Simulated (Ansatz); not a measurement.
System: C₂O₃, space group Pn-3m (No. 224) (one of a set of cubic test structures, which need not be the stable phase).

One of the inputs:
```
crystal:
  lattice:
    - [4.388746845641, 0.0, 0.0]
    - [0.0, 4.388746845641, 0.0]
    - [0.0, 0.0, 4.388746845641]
  atoms:
    - { symbol: C, position: [0.25, 0.25, 0.25] }
    - { symbol: C, position: [0.75, 0.75, 0.25] }
    - { symbol: C, position: [0.75, 0.25, 0.75] }
    - { symbol: C, position: [0.25, 0.75, 0.75] }
    - { symbol: O, position: [0.5, 0, 0] }
    - { symbol: O, position: [0, 0.5, 0] }
    - { symbol: O, position: [0, 0, 0.5] }
    - { symbol: O, position: [0.5, 0.5, 0] }
    - { symbol: O, position: [0.5, 0, 0.5] }
    - { symbol: O, position: [0, 0.5, 0.5] }
kpoints:
  mp_grid: { grid: [13, 13, 13] }
hamiltonian:
  xc: pbe
  pseudopotentials:
    kind: paw
    azcp:
      C: "pseudopotentials/pbe/paw/ansatz_paw_generated_hard_1/C.paw.azcp"
      O: "pseudopotentials/pbe/paw/ansatz_paw_generated_hard_1/O.paw.azcp"
scf:
  occupations: { method: fermi_dirac, width: 0.061225619053 }
  convergence: { dr2_threshold: "1e-9 eV" }
  max_iter: 300
output:
  forces: true
  stress: true
```

Run as:
```bash
ansatz run input.yaml --threads 1
```

Calculation (Ansatz 0.2.0 development build): equation of state of a cubic crystal from periodic Kohn-Sham density functional theory without spin, third-order Birch-Murnaghan fit to the free energies; pressure corrected for the finite basis. Level: PBE.

| setting | value |
| --- | --- |
| structure type | cubic X2O3 |
| atoms in cell | 10 |
| space group number | 224 |
| lattice centring | simple cubic |
| k mesh | 13×13×13 |
| occupation method | Fermi–Dirac |
| occupation width | 0.06123 eV |
| wave cutoff | 700 eV |
| datasets | hard PAW |
| density tolerance | 1e−09 eV |
| bands | 36 |
| density cutoff ratio | 4 |
| search for lower states | default |

Describe the result: the energy above the lowest point and pressure against volume. The volume takes the values 7.9460, 8.1151, 8.2841, 8.4532, 8.6223, 8.7913, 8.9604 Å³/atom.

A third-order Birch–Murnaghan fit gives V0 = 8.45 Å³/atom, B0 = 149 GPa and B′ = 4.2. The energy above the lowest point is 15.8 meV/atom at volume 7.9460 Å³/atom and 12.8 meV/atom at 8.9604 Å³/atom; the lowest computed point is at volume 8.4532 Å³/atom (0.0 meV/atom). The pressure falls from 10.5 GPa at volume 7.9460 Å³/atom to −7.7 GPa at 8.9604 Å³/atom, and changes sign near 8.45 Å³/atom.

```json
{"volume (Å³/atom)": "7.9460", "energy above the lowest point (meV/atom)": "15.8", "pressure (GPa)": "10.5"}
{"volume (Å³/atom)": "8.1151", "energy above the lowest point (meV/atom)": "6.8", "pressure (GPa)": "6.6"}
{"volume (Å³/atom)": "8.2841", "energy above the lowest point (meV/atom)": "1.6", "pressure (GPa)": "3.1"}
{"volume (Å³/atom)": "8.4532", "energy above the lowest point (meV/atom)": "0.0", "pressure (GPa)": "0.0"}
{"volume (Å³/atom)": "8.6223", "energy above the lowest point (meV/atom)": "1.5", "pressure (GPa)": "-2.8"}
{"volume (Å³/atom)": "8.7913", "energy above the lowest point (meV/atom)": "5.9", "pressure (GPa)": "-5.4"}
{"volume (Å³/atom)": "8.9604", "energy above the lowest point (meV/atom)": "12.8", "pressure (GPa)": "-7.7"}
```

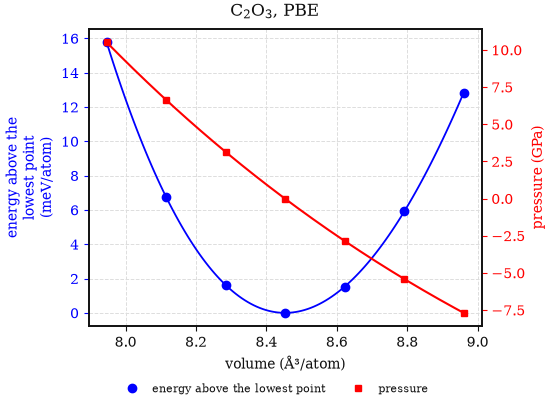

Note: cubic model structure, not the ambient form; modest k-mesh, values are not fully converged in k.
